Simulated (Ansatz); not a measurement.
## AlRu: single-point calculation

AlRu (Pm-3m, 2 atoms in the cell), computed with DFT r2SCAN, scalar-relativistic, plane waves, PAW, no spin polarisation (Ansatz 0.2.0).

The structure derives from an entry of the Crystallography Open Database. Figures and captions count atoms from 1; the log counts them from 0 in places.

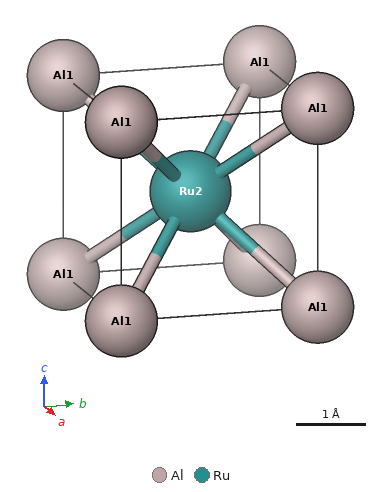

Figure 1. The structure as given in the input (ball-and-stick view of the cell of the calculation, seen slightly off an axis; atoms are numbered from 1 in the order of the input). An atom can appear more than once, as a periodic image. Near neighbours in the periodic cell (some may lie outside the picture): Al has 8 Ru at 2.58 Å; Ru has 8 Al at 2.58 Å.

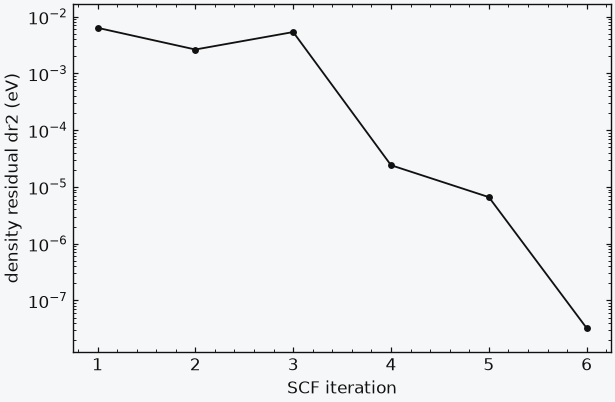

Figure 2. Convergence of the self-consistent field: density residual dr2 against the SCF iteration. The residual comes down, with one marked jump up, by a factor of about 2, at step 3.

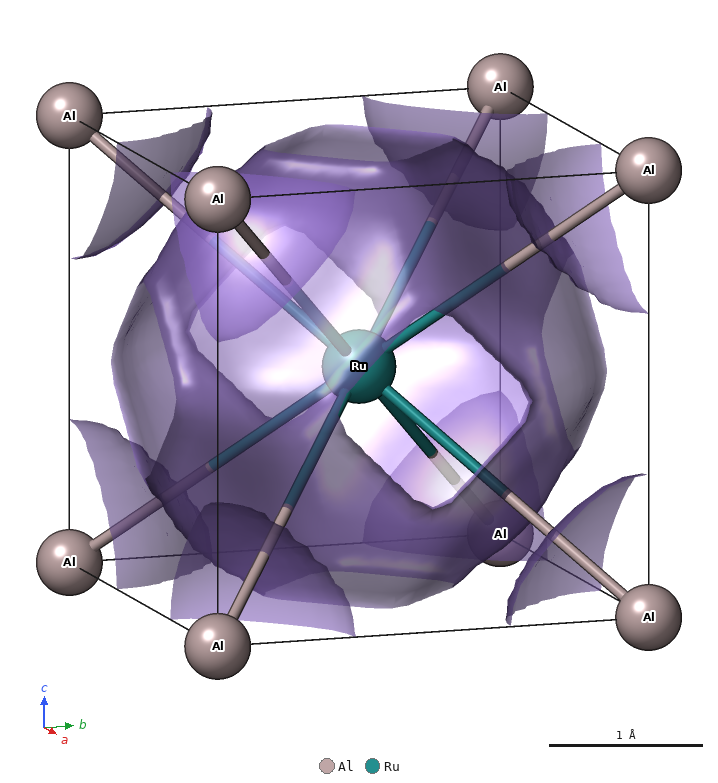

Figure 3. Isosurface of the ELF at 0.4 (purple), seen slightly off an axis. Only the valence region is drawn (cores and ρ < 0.01 e/Å³ removed). Sticks mark near contacts. The outline is the cell set on symmetry axes. The ELF exceeds this value in one network that runs through the whole crystal, counted in one cell of 2 atoms. Along the contacts the grid gives the following. Al–Ru (2.58 Å): the ELF is about 0.35 at the midpoint; no localised pair between them. The fields are those of the smooth PAW valence density.

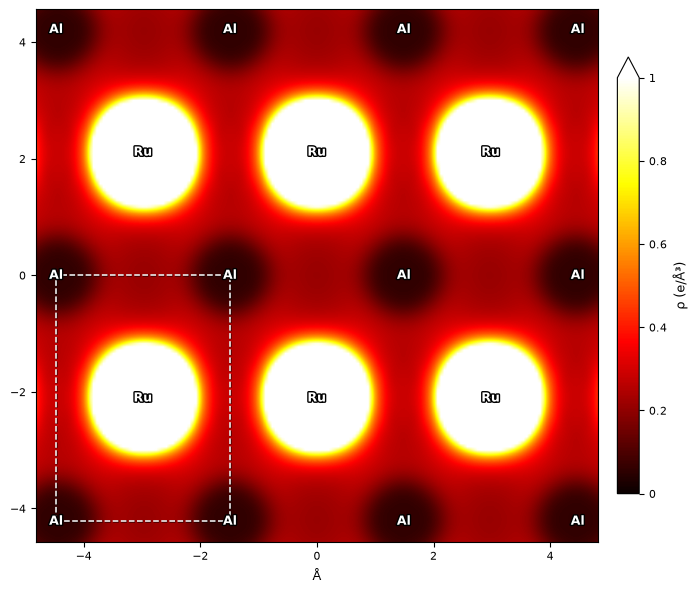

Figure 4. Valence electron density on the (101̄) plane of the conventional cell. The section cuts through Al and Ru sites. Al–Ru (2.58 Å): ρ is about 0.36 e/Å³ halfway. Away from the nuclei the density in this plane falls to 0.21 e/Å³ at its lowest.

The input and output of the run follow.

### Input
```yaml
crystal:
  lattice:
    - [2.9826244058, 0.0, 0.0]
    - [0.0, 2.9826244058, 0.0]
    - [0.0, 0.0, 2.9826244058]
  atoms:
    - { symbol: Al, position: [0.0, 0.0, 0.0] }
    - { symbol: Ru, position: [0.5, 0.5, 0.5] }
basis:
  ecutwfc: 500
kpoints:
  mp_grid: { grid: [22, 22, 22] }
hamiltonian:
  xc: r2scan
scf:
  occupations: { method: gaussian, width: 0.15 }
output:
  forces: true
  stress: true
  eigenvalues: true
  write_density: true
  write_potential: true
  elf: true
  volumetric_format: npy
```

Launch command:
```bash
ansatz run input.yaml --threads 1 --pin off --max-ram 2560MiB --backend cpu --events-out ev --progress --plain --runs-dir out
```

### Output
```
Engine: ansatz 0.2.0, x86_64-unknown-linux-gnu
Pseudopotentials: kind: paw
Pseudopotential: Al, paw, valence charge 3, recommended cutoff 500 eV (meta_gga), Al.paw.azcp
Pseudopotential: Ru, paw, valence charge 16, recommended cutoff 500 eV (meta_gga), Ru.paw.azcp
Functional definition: r2SCAN
  parameter k0 = 0.174
  parameter k1 = 0.065
  parameter a1 = 4.9479
  exchange = r2scan_x(k0 = k0, k1 = k1, a1 = a1)
  correlation = r2scan_c
Crystal: 2 atoms, lattice volume = 26.534 Å³
Basis set: ecut = 500 eV, 691 PW (Γ), exchange–correlation on 96×96×96 points (64 copies of the dense FFT grid, shifted against one another)
Bands: 14, of which v1, the nominal top of the filled ones, is band 10 counted from 1 (9 counted from 0)
Symmetry: 48 space group operations
Space group: Pm-3m (ITA 221), of the structure as read, at distance tolerance 3.0e-5 Å
k-points: 364 of 10648
Non-local potential: Al, projectors of the file, l = 0: 2, l = 1: 2, l = 2: 1
Non-local potential: Ru, projectors of the file, l = 0: 3, l = 1: 2, l = 2: 2, l = 3: 1
PAW form: soft (Blöchl's): semilocal exchange-correlation on the pseudo side does not see the compensation charge
PAW frozen core: Al, regenerated for the run's functional (the file was generated under x = pbe(κ = 0.804, μ = 0.2195149727645171), c = pbe(β = 0.06672455060314922))
PAW frozen core: Ru, regenerated for the run's functional (the file was generated under x = pbe(κ = 0.804, μ = 0.2195149727645171), c = pbe(β = 0.06672455060314922))
PAW one-centre angular grid: Al, 302 points (default); XC on 160 Gauss nodes
PAW one-centre angular grid: Ru, 590 points (default); XC on 160 Gauss nodes
Initial density: superposition of atomic densities (neutral atoms: chi_scale 0, normalization atom), corrected by the library's trained network
Initial wavefunctions: pseudopotential atomic-orbital guess
Functional: x = r2scan, c = r2scan; τ floored in thin density (d = 2e-4 eV/Å³)
SCF iter   1: F=—  HF=-6432.532964 eV  |F-HF|=—  |Δ(HF+E_count)|=         —  Δρ=7.13e-3  dr2=6.34e-3  dr2_τ=2.28e-2  ethr=1.77e-3  ⟨swp⟩=4.9  Hψ=27013  notcnv=0
preconditioner: auto → none  [metal: Δε(μ)=0.011 eV  Ē_g=9.491 eV  σ=0.150 eV  W_gap=0.04  n_scr=6 (ndim 8)  ℏωp=23.9 eV  f_vac=0.000  D(μ)=1.50/eV (n_scr^D=18)  sad-step TF]
SCF iter   2: F=—  HF=-6432.551943 eV  |F-HF|=—  |Δ(HF+E_count)|=   1.90e-2  Δρ=4.00e-3  dr2=2.63e-3  dr2_τ=7.63e-5  ethr=3.34e-5  ⟨swp⟩=2.0  Hψ=11542  notcnv=0
SCF iter   3: F=—  HF=-6432.552581 eV  |F-HF|=—  |Δ(HF+E_count)|=   6.38e-4  Δρ=3.81e-3  dr2=5.34e-3  dr2_τ=4.03e-4  ethr=1.38e-5  ⟨swp⟩=2.0  Hψ=7044  notcnv=0
SCF iter   4: F=—  HF=-6432.551399 eV  |F-HF|=—  |Δ(HF+E_count)|=   1.18e-3  Δρ=4.50e-4  dr2=2.41e-5  dr2_τ=7.05e-6  ethr=1.38e-5  ⟨swp⟩=2.5  Hψ=7722  notcnv=0
SCF iter   5: F=—  HF=-6432.551401 eV  |F-HF|=—  |Δ(HF+E_count)|=   1.95e-6  Δρ=1.59e-4  dr2=6.61e-6  dr2_τ=4.00e-7  ethr=1.27e-7  ⟨swp⟩=2.6  Hψ=8664  notcnv=0
SCF iter   6: F=-6432.551401 eV  HF=-6432.551401 eV  |F-HF|=9.81e-9  |Δ(HF+E_count)|=   3.05e-7  Δρ=1.81e-5  dr2=3.26e-8  dr2_τ=9.89e-9  ethr=5.26e-10  ⟨swp⟩=7.1  Hψ=33154  notcnv=0
SCF 1 converged in 6 iterations: F = -6432.551401 eV  dr2 = 3.26e-8
  greatest PAW one-centre occupation: 0.998 electrons in one spin orbital (limit 2), on the Ru atom at site 1 (counted from 0), in its partial waves of l = 1
SCF converged after 6 iterations
Free energy (F): -6432.551401 eV
Harris-Foulkes:  -6432.551401 eV  (|F-HF|=9.81e-9)
Internal energy: -6432.534466 eV  (E = F + TS)
E sigma→0 (E₀):  -6432.542933 eV
Entropy (-TS):   -0.016936 eV (-8.468 meV/atom)
Fermi energy:    16.145848 eV
--- Per-component energies (eV) ---
  E_band       = -133.355488
  E_kinetic    = 543.657455
  E_local      = -1788.862350  (includes V_loc(G=0)·N_el)
  E_nonlocal   = 353.934367
  E_hartree    = 636.231986
  E_xc         = -223.044861
  E_vxc        = -301.618272  (∫ρ·V_xc dr)
  E_paw        = -3953.253303  (= ΣΔE_a)
  E_vpaw       = -233.548359  (= ΣTr[D̂ρ^β])
  E_aug_tail   = 0.000091  (compensation charges beyond the density's cutoff)
  E_vtau       = 20.623224  (kinetic-family band-sum trace: ∫τ·v_τ [+ j·A + Jᵃ·Aᵃ] dr)
  E_ewald      = -2000.826787
  E_core_change = -0.371064  (= ΣΔE_core)
  E_smearing   = -0.016936  (= −TS)
  E_closure    = 0.000000  (closes the sum)
  Σ components = -6432.551401   (vs F -6432.551401, Δ=0.00e0)
--- Forces (eV/Å), atoms counted from 1 ---
  atom   1  Al    -0.00000000     0.00000000    -0.00000000
  atom   2  Ru     0.00000000     0.00000000     0.00000000
  max |Σ_I F_I| component: 1.33e-29 eV/Å
--- Stress (GPa, compression-positive) ---
       -0.023249      -0.000000       0.000000
       -0.000000      -0.023249       0.000000
        0.000000       0.000000      -0.023249
  P = ⅓ Tr σ = -0.0232 GPa (-0.232 kbar)
--- Band table (eV; the first three rows and the last of 364) ---
  k-point 0: bands = ["-57.7723", "-26.9377", "-26.9377", "-26.9377", "5.9366", "12.4131", "12.4131", "16.3093", "16.3093", "16.3093", "22.7089", "22.7089", "22.7089", "27.6477"]
  k-point 1: bands = ["-57.7719", "-26.9426", "-26.9372", "-26.9372", "5.9789", "12.4276", "12.4285", "16.2555", "16.2555", "16.3145", "22.4855", "22.7943", "22.7943", "27.5493"]
  k-point 2: bands = ["-57.7708", "-26.9568", "-26.9360", "-26.9360", "6.1049", "12.4668", "12.4741", "16.1050", "16.1050", "16.3297", "21.9249", "23.0399", "23.0399", "27.2715"]
  k-point 363: bands = ["-57.7183", "-27.1172", "-27.1172", "-27.1172", "11.1768", "11.1768", "11.1768", "17.9782", "17.9782", "19.3966", "20.4937", "20.4937", "20.4937", "25.1926"]
```

### Summary

| quantity | value |
| --- | --- |
| outcome | converged |
| space group (tolerance 0.01 Å) | Pm-3m (221) |
| electrons treated | 19 |
| free energy | −6432.5514 eV |
| Fermi energy | 16.146 eV |
| gap on the k-point mesh | none (metallic) |
| pressure | −0.02 GPa |
| largest force (length of the vector) | under 0.001 eV/Å |
| hardware | 1 thread of Intel Xeon @ 2.70GHz, 189 GiB of memory available, shared host |
| wall time | 19 s |
| peak memory | 0.49 GiB |
